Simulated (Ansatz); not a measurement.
**CuO: 5 runs along one coordinate**

System: CuO (4 atoms in the cell).
Method: Kohn-Sham DFT of a periodic cell, PBE, Ansatz PAW, no spin polarisation (Ansatz 0.2.0).

The 5 runs differ only in the geometry, by an even scaling of the cell at fixed fractional positions. The structure derives from a Materials Project entry.

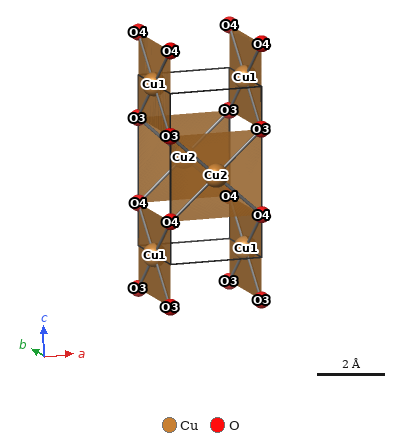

Figure 1. The structure of run 3 (polyhedral view of the cell of the calculation, seen slightly off an axis; polyhedra are completed across the faces of the cell; atoms are numbered from 1 in the order of the input).

## Input of run 3
```yaml
crystal:
  lattice:
    - [2.8985710625, 0.0, 0.0]
    - [0.0393315255, 2.8983481113, 0.0]
    - [0.0176112532, 0.0173591088, 5.2106205905]
  atoms:
    - { symbol: Cu, position: [0.0, 0.5, 0.0] }
    - { symbol: Cu, position: [0.5, 0.0, 0.5] }
    - { symbol: O, position: [0.99842397, 0.00167178, 0.7498871] }
    - { symbol: O, position: [0.00157603, 0.99832822, 0.2501129] }
hamiltonian:
  xc: pbe
  pseudopotentials: { kind: paw }
kpoints:
  mp_grid: { grid: [9, 9, 5] }
scf:
  occupations: { method: fermi_dirac, width: 0.05 }
output:
  forces: true
  stress: true
  eigenvalues: true
```

Command:
```bash
ansatz run input.yaml --threads 2 --pin off --max-ram 5120MiB --backend cpu --events-out ev --progress --plain --runs-dir out
```

Lattice vectors (Å) and fractional positions of run 3:
```
   2.898571    0.000000    0.000000
   0.039332    2.898348    0.000000
   0.017611    0.017359    5.210621
Cu  0.000000  0.500000  0.000000
Cu  0.500000 -0.000000  0.500000
O   0.998424  0.001672  0.749887
O   0.001576  0.998328  0.250113
```

Run 4 differs from it as follows:
```diff
-    - [2.8985710625, 0.0, 0.0]
-    - [0.0393315255, 2.8983481113, 0.0]
-    - [0.0176112532, 0.0173591088, 5.2106205905]
+    - [2.9173934799, 0.0, 0.0]
+    - [0.0395869322, 2.917169081, 0.0]
+    - [0.0177256152, 0.0174718334, 5.2444567372]
```

## Results, with one run withheld

```csv
run,volume per atom (Å³),"free energy per atom, from the lowest run given (meV)",pressure (GPa)
1,10.085,53.06,18.56
2,10.729,5.49,5.82
3,10.944,0.00,2.43
4,11.158,?,?
5,11.373,1.52,−3.33
```

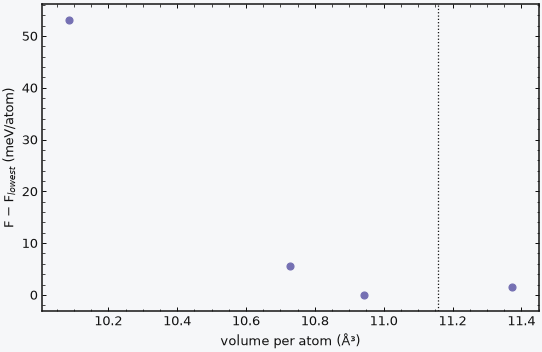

Figure 2. Free energy per atom of the runs given; the dotted line marks run 4.

Estimate the energy of run 4 from the others.

A quadratic polynomial in V^(−2/3) (the Birch–Murnaghan form), fitted to the 4 runs given, misses them by at most 0.04 meV per atom. With x = V^(−2/3) − 0.20510 Å⁻², it reads F = 4.2382 + 2590.5 x + 3.0179e+05 x² (meV per atom). At run 4 it gives −1.23 meV per atom, and the run itself gives −1.16. The slope of the fit gives a pressure −dF/dV of −0.63 GPa there, and the run prints −0.61 GPa. The fit has its minimum at 11.113 Å³ per atom, where V d²F/dV² gives 156 GPa. Cell shape and fractional positions are held, so this is the stiffness under even scaling; the relaxed bulk modulus wasn't computed.

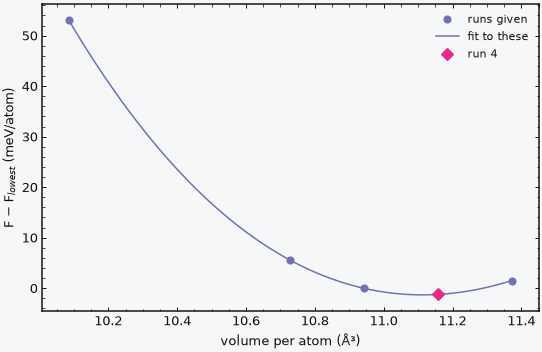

Figure 3. The fit and the withheld run.

## Output, shortened to warnings, some set-up lines, iterations and results (run 4)
```
Basis set: ecut = 420 eV, 845 PW (Γ), exchange–correlation on 40×40×72 points (8 copies of the dense FFT grid, shifted against one another)
Symmetry: 2 space group operations
k-points: 203 of 405
Initial density: superposition of atomic densities (neutral atoms: chi_scale 0, normalization atom), corrected by the library's trained network
[...]
SCF iter   1: F=—  HF=-14382.562061 eV  |F-HF|=—  |Δ(HF+E_count)|=         —  Δρ=5.87e-3  dr2=5.13e-3  ethr=1.77e-3  ⟨swp⟩=5.6  Hψ=21788  notcnv=0
SCF iter   2: F=—  HF=-14382.561445 eV  |F-HF|=—  |Δ(HF+E_count)|=   6.16e-4  Δρ=1.45e-3  dr2=3.41e-4  ethr=1.03e-5  ⟨swp⟩=2.0  Hψ=10985  notcnv=0
SCF iter   3: F=—  HF=-14382.561390 eV  |F-HF|=—  |Δ(HF+E_count)|=   5.50e-5  Δρ=5.03e-4  dr2=9.25e-5  ethr=6.81e-7  ⟨swp⟩=2.0  Hψ=6818  notcnv=0
SCF iter   4: F=—  HF=-14382.561226 eV  |F-HF|=—  |Δ(HF+E_count)|=   1.64e-4  Δρ=1.27e-4  dr2=4.57e-6  ethr=1.85e-7  ⟨swp⟩=1.9  Hψ=8756  notcnv=0
SCF iter   5: F=—  HF=-14382.561226 eV  |F-HF|=—  |Δ(HF+E_count)|=   4.26e-7  Δρ=9.12e-5  dr2=2.17e-6  ethr=9.13e-9  ⟨swp⟩=2.6  Hψ=10592  notcnv=0
SCF iter   6: F=—  HF=-14382.561226 eV  |F-HF|=—  |Δ(HF+E_count)|=   3.54e-7  Δρ=2.12e-5  dr2=1.39e-7  ethr=4.33e-9  ⟨swp⟩=2.1  Hψ=8946  notcnv=0
SCF iter   7: F=-14382.561226 eV  HF=-14382.561226 eV  |F-HF|=1.75e-8  |Δ(HF+E_count)|=   3.92e-8  Δρ=7.76e-6  dr2=1.79e-8  ethr=2.00e-10  ⟨swp⟩=4.2  Hψ=21180  notcnv=0
SCF 1 converged in 7 iterations: F = -14382.561226 eV  dr2 = 1.79e-8
SCF converged after 7 iterations
Free energy (F): -14382.561226 eV
Harris-Foulkes:  -14382.561226 eV  (|F-HF|=1.75e-8)
Internal energy: -14382.541476 eV  (E = F + TS)
E sigma→0 (E₀):  -14382.551351 eV
Entropy (-TS):   -0.019749 eV (-4.937 meV/atom)
Fermi energy:    10.690231 eV
--- Per-component energies (eV) ---
  E_band       = -932.118699
  E_kinetic    = 940.774393
  E_local      = -10168.895610  (includes V_loc(G=0)·N_el)
  E_nonlocal   = 876.127198
  E_hartree    = 4400.696075
  E_xc         = -323.165261
  E_vxc        = -414.747955  (∫ρ·V_xc dr)
  E_paw        = -3637.534183  (= ΣΔE_a)
  E_vpaw       = -966.761799  (= ΣTr[D̂ρ^β])
  E_aug_tail   = 0.005532  (compensation charges beyond the density's cutoff)
  E_ewald      = -6470.549621
  E_smearing   = -0.019749  (= −TS)
  E_closure    = -0.000000  (closes the sum)
  Σ components = -14382.561226   (vs F -14382.561226, Δ=0.00e0)
--- Forces (eV/Å), atoms counted from 1 ---
  atom   1  Cu     0.00000000     0.00000000     0.00000000
  atom   2  Cu     0.00000000     0.00000000     0.00000000
  atom   3  O      0.00564555    -0.00699298     0.00869945
  atom   4  O     -0.00564555     0.00699298    -0.00869945
  max |Σ_I F_I| component: 0.00e0 eV/Å
--- Stress (GPa, compression-positive) ---
        0.835677      -0.094541      -0.019640
       -0.094541       0.804410      -0.009333
       -0.019641      -0.009333      -3.468828
  P = ⅓ Tr σ = -0.6096 GPa (-6.096 kbar)
```

Notes: The run has no spin polarisation, so a magnetic state may lie lower.
